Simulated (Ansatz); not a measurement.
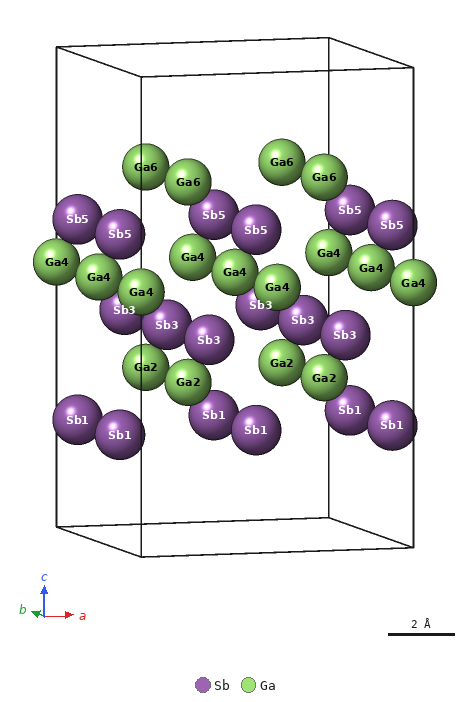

Figure 1. The input geometry of run 1 (spheres-only view of the 2 × 2 repeat of the cell, with the vacuum cut short, seen slightly off an axis; atoms are numbered from 1 in the order of the input). An atom can appear more than once, as a periodic image.

**GaSb: a changed input and its effect**

System: GaSb (slab, 6 atoms in the cell).
Method of run 1: DFT PBEsol, scalar-relativistic, plane waves, PAW, no spin polarisation (Ansatz 0.2.0).

The structure derives from an entry of the Crystallography Open Database. The input holds or restrains some coordinates. Forces given for the steps count only the free coordinates. Text and figures count atoms from 1; the logs count them from 0 in places.

Input, run 1:
```yaml
crystal:
  lattice:
    - [4.3212908973, 0.0, 0.0]
    - [0.0, 4.3212908973, 0.0]
    - [0.0, 0.0, 24.6390352424]
  atoms:
    - { symbol: Sb, position: [0.0, 0.5, 0.3449810399] }
    - { symbol: Ga, position: [0.5, 0.5, 0.4069886239] }
    - { symbol: Sb, position: [0.5, 0.0, 0.468996208] }
    - { symbol: Ga, position: [0.0, 0.0, 0.531003792] }
    - { symbol: Sb, position: [0.0, 0.5, 0.5930113761] }
    - { symbol: Ga, position: [0.5, 0.5, 0.6550189601] }
basis:
  ecutwfc: 420
kpoints:
  mp_grid: { grid: [7, 7, 1] }
hamiltonian:
  xc: pbesol
scf:
  occupations: { method: gaussian, width: 0.1 }
output:
  forces: true
  eigenvalues: true
  write_density: true
  write_potential: true
  elf: true
  volumetric_format: npy
relax:
  adjacent_minimum: "off"
  f_tol: 0.03
  max_steps: 70
  constraints: [{ sites: [0, 1, 2] }]
efield:
  axis: 3
  dipole_correction: true
  ramp_width: 0.04
```

Launched with:
```bash
ansatz run input.yaml --threads 2 --pin off --max-ram 5120MiB --backend cpu --events-out ev --progress --plain --runs-dir out
```

Hardware: 2 threads of Arm Neoverse V2, 24 GiB of memory available, shared host.

Output, shortened to warnings, some set-up lines, iterations and results (run 1):
```
WARN: The output density's exchange-correlation potential varies sharply where the density is thin. Do not read a vacuum level from v_tot or v_xc, or from such a field of the output density. On a cell that repeats whose density bears no net charge and no dipole along the vacuum's axis use v_es (v_loc + v_h of the components); under efield.dipole_correction with no amplitude use v_es + v_field, …
Basis set: ecut = 420 eV, 9003 PW (Γ), exchange–correlation on 60×60×360 points (8 copies of the dense FFT grid, shifted against one another)
Symmetry: 4 space group operations
k-points: 16 of 49
Initial density: superposition of atomic densities (neutral atoms: chi_scale 0, normalization atom), corrected by the library's trained network
[...]
SCF iter   1: F=—  HF=-30451.772223 eV  |F-HF|=—  |Δ(HF+E_count)|=         —  Δρ=2.11e-3  dr2=7.99e-2  ethr=1.77e-3  p=0.089 e·Å  D=3.49e-2 V/Å  ΔV_dip=-0.86 eV  …
SCF iter   2: F=—  HF=-30451.757239 eV  |F-HF|=—  |Δ(HF+E_count)|=   1.50e-2  Δρ=9.37e-4  dr2=1.09e-2  ethr=9.51e-5  p=0.091 e·Å  D=3.57e-2 V/Å  ΔV_dip=-0.88 eV  …
SCF iter   3: F=—  HF=-30451.757422 eV  |F-HF|=—  |Δ(HF+E_count)|=   1.83e-4  Δρ=5.13e-4  dr2=3.36e-3  ethr=1.30e-5  p=0.093 e·Å  D=3.64e-2 V/Å  ΔV_dip=-0.90 eV  …
SCF iter   4: F=—  HF=-30451.757170 eV  |F-HF|=—  |Δ(HF+E_count)|=   2.52e-4  Δρ=3.24e-4  dr2=7.12e-4  ethr=4.00e-6  p=0.093 e·Å  D=3.67e-2 V/Å  ΔV_dip=-0.90 eV  …
SCF iter   5: F=—  HF=-30451.756955 eV  |F-HF|=—  |Δ(HF+E_count)|=   2.15e-4  Δρ=1.48e-4  dr2=1.65e-4  ethr=8.48e-7  p=0.094 e·Å  D=3.70e-2 V/Å  ΔV_dip=-0.91 eV  …
[... 23 lines ...]
SCF iter   4: F=—  HF=-30451.775602 eV  |F-HF|=—  |Δ(HF+E_count)|=   1.37e-6  Δρ=7.65e-6  dr2=1.11e-6  ethr=4.45e-9  p=0.093 e·Å  D=3.67e-2 V/Å  ΔV_dip=-0.90 eV  …
SCF iter   5: F=—  HF=-30451.775602 eV  |F-HF|=—  |Δ(HF+E_count)|=   5.60e-9  Δρ=4.75e-6  dr2=2.63e-7  ethr=1.32e-9  p=0.093 e·Å  D=3.67e-2 V/Å  ΔV_dip=-0.90 eV  …
SCF iter   6: F=-30451.775602 eV  HF=-30451.775602 eV  |F-HF|=1.64e-8  |Δ(HF+E_count)|=   2.22e-8  Δρ=1.07e-6  dr2=3.98e-8  ethr=1.19e-10  p=0.093 e·Å  D=3.67e-2 V/Å  …
SCF 4 converged in 6 iterations: F = -30451.775602 eV  dr2 = 3.98e-8
relax step   4: F+E_penalty+E_count = -30451.77560219 eV  Δ(F+E_penalty+E_count) = -8.941e-5 eV  max|allowed force component| = 9.088e-3 eV/Å  Δτ_max = 0.0069 Å  (6 SCF …
WARN: The output density's exchange-correlation potential varies sharply where the density is thin. Do not read a vacuum level from v_tot or v_xc, or from such a field of the output density. On a cell that repeats whose density bears no net charge and no dipole along the vacuum's axis use v_es …
SCF converged after 6 iterations
Free energy (F): -30451.775602 eV
Harris-Foulkes:  -30451.775602 eV  (|F-HF|=1.64e-8)
Internal energy: -30451.749969 eV  (E = F + TS)
E sigma→0 (E₀):  -30451.762786 eV
Entropy (-TS):   -0.025633 eV (-4.272 meV/atom)
Fermi energy:    -0.269575 eV
Dipole field:    D = 0.036689 V/Å  (p = 0.093289 e·Å, saw-weighted, corrected)
Work function:   Φ+ = 4.3425 eV   Φ− = 5.2465 eV
[...]
```

The input of run 2 differs as follows (lines with − go, lines with + come):
```diff
-  mp_grid: { grid: [7, 7, 1] }
+  mp_grid: { grid: [9, 9, 1], shift: [0.5, 0.5, 0.0] }
-  write_density: true
-  write_potential: true
-  elf: true
-  volumetric_format: npy
```

Predict how the results change.

The free energy of run 2 is 2.2 meV per atom lower, which measures how much it depends on this numerical setting. The largest force goes from 0.331 to 0.351 eV/Å. The SCF takes 23 iterations over all geometry steps against 25. The irreducible k-points go from 16 to 25.

Output, shortened to warnings, some set-up lines, iterations and results (run 2):
```
Basis set: ecut = 420 eV, 9003 PW (Γ), exchange–correlation on 60×60×360 points (8 copies of the dense FFT grid, shifted against one another)
Symmetry: 4 space group operations
k-points: 25 of 81
Initial density: superposition of atomic densities (neutral atoms: chi_scale 0, normalization atom), corrected by the library's trained network
[...]
SCF iter   1: F=—  HF=-30451.785890 eV  |F-HF|=—  |Δ(HF+E_count)|=         —  Δρ=2.16e-3  dr2=7.70e-2  ethr=1.77e-3  p=0.089 e·Å  D=3.49e-2 V/Å  ΔV_dip=-0.86 eV  …
SCF iter   2: F=—  HF=-30451.770468 eV  |F-HF|=—  |Δ(HF+E_count)|=   1.54e-2  Δρ=9.68e-4  dr2=1.50e-2  ethr=9.16e-5  p=0.090 e·Å  D=3.54e-2 V/Å  ΔV_dip=-0.87 eV  …
SCF iter   3: F=—  HF=-30451.770108 eV  |F-HF|=—  |Δ(HF+E_count)|=   3.60e-4  Δρ=4.50e-4  dr2=2.70e-3  ethr=1.79e-5  p=0.092 e·Å  D=3.63e-2 V/Å  ΔV_dip=-0.89 eV  …
SCF iter   4: F=—  HF=-30451.770038 eV  |F-HF|=—  |Δ(HF+E_count)|=   7.04e-5  Δρ=3.19e-4  dr2=4.45e-4  ethr=3.21e-6  p=0.094 e·Å  D=3.68e-2 V/Å  ΔV_dip=-0.91 eV  …
SCF iter   5: F=—  HF=-30451.769815 eV  |F-HF|=—  |Δ(HF+E_count)|=   2.23e-4  Δρ=8.25e-5  dr2=4.68e-5  ethr=5.30e-7  p=0.095 e·Å  D=3.72e-2 V/Å  ΔV_dip=-0.92 eV  …
[... 21 lines ...]
SCF iter   2: F=—  HF=-30451.788666 eV  |F-HF|=—  |Δ(HF+E_count)|=   1.54e-5  Δρ=1.05e-5  dr2=6.63e-7  ethr=2.74e-9  p=0.094 e·Å  D=3.71e-2 V/Å  ΔV_dip=-0.91 eV  …
SCF iter   3: F=—  HF=-30451.788666 eV  |F-HF|=—  |Δ(HF+E_count)|=   2.10e-7  Δρ=4.93e-6  dr2=2.56e-7  ethr=7.90e-10  p=0.094 e·Å  D=3.71e-2 V/Å  ΔV_dip=-0.91 eV  …
SCF iter   4: F=-30451.788665 eV  HF=-30451.788666 eV  |F-HF|=6.88e-8  |Δ(HF+E_count)|=   5.41e-9  Δρ=2.38e-6  dr2=9.80e-8  ethr=1.19e-10  p=0.094 e·Å  D=3.71e-2 V/Å  …
SCF 4 converged in 4 iterations: F = -30451.788665 eV  dr2 = 9.80e-8
relax step   4: F+E_penalty+E_count = -30451.78866550 eV  Δ(F+E_penalty+E_count) = -1.653e-6 eV  max|allowed force component| = 2.869e-2 eV/Å  Δτ_max = 0.0000 Å  (4 SCF …
SCF converged after 4 iterations
Free energy (F): -30451.788665 eV
Harris-Foulkes:  -30451.788666 eV  (|F-HF|=6.88e-8)
Internal energy: -30451.767953 eV  (E = F + TS)
E sigma→0 (E₀):  -30451.778309 eV
Entropy (-TS):   -0.020712 eV (-3.452 meV/atom)
Fermi energy:    -0.283853 eV
Dipole field:    D = 0.036994 V/Å  (p = 0.094063 e·Å, saw-weighted, corrected)
Work function:   Φ+ = 4.3553 eV   Φ− = 5.2668 eV
Levels:          The Fermi level and band energies are counted from a zero that moves with the ramp; work functions are not
--- Per-component energies (eV) ---
  E_band       = -1417.401264
  E_kinetic    = 965.586962
  E_local      = -67185.132418  (includes V_loc(G=0)·N_el)
  E_nonlocal   = 2364.916898
  E_hartree    = 32800.951382
  E_xc         = -614.902579
  E_vxc        = -459.517542  (∫ρ·V_xc dr)
  E_paw        = -19341.006315  (= ΣΔE_a)
  E_vpaw       = -2705.353388  (= ΣTr[D̂ρ^β])
  E_aug_tail   = -0.000349  (compensation charges beyond the density's cutoff)
  E_efield     = 0.001740  (sawtooth field / dipole correction)
  E_vefield    = 0.144411  (∫n·V_field dr)
  E_ewald      = 20554.232222
  E_core_change = 3.584505  (= ΣΔE_core)
  E_smearing   = -0.020712  (= −TS)
  E_closure    = 0.000000  (closes the sum)
  Σ components = -30451.788665   (vs F -30451.788665, Δ=0.00e0)
--- Forces (eV/Å), atoms counted from 1 ---
  atom   1  Sb     0.00000000     0.00000000     0.17962760
  atom   2  Ga     0.00000000     0.00000000    -0.35080610
  atom   3  Sb     0.00000000     0.00000000     0.14601125
  atom   4  Ga     0.00000000     0.00000000     0.02868580
  atom   5  Sb     0.00000000     0.00000000    -0.00453412
  atom   6  Ga     0.00000000     0.00000000     0.00105720
  max |Σ_I F_I| component: 4.16e-5 eV/Å
--- Relaxed structure (4 steps of the walk, 4 accepted, 0 SCFs on fresh bases) ---
  F+E_penalty+E_count = -30451.78866550 eV   max|allowed force component| = 2.869e-2 eV/Å
  atoms:
    - { symbol: Sb, position: [0.0, 0.5, 0.3449810399] }
    - { symbol: Ga, position: [0.5, 0.5, 0.40698862390000007] }
    - { symbol: Sb, position: [0.5, 0.0, 0.468996208] }
    - { symbol: Ga, position: [0.0, 0.0, 0.5299004986569331] }
    - { symbol: Sb, position: [0.0, 0.5, 0.5929554365234261] }
    - { symbol: Ga, position: [0.5, 0.5, 0.6586026856924099] }
```

The two runs side by side:

| quantity | run 1 | run 2 |
| --- | --- | --- |
| outcome | converged | converged |
| free energy per atom (eV) | −5075.2959 | −5075.2981 |
| energy per atom, smearing taken to zero (eV) | −5075.2938 | −5075.2964 |
| gap on the mesh (eV) | 0.00 | 0.00 |
| work function (eV) | 4.34 | – |
| largest force (eV/Å) | 0.331 | 0.351 |
| SCF iterations | 25 | 23 |
| irreducible k-points | 16 | 25 |
| wall time (shared host) | 72 s | 97 s |

For run 1: Warnings: the exchange-correlation potential is rough where the density is thin.
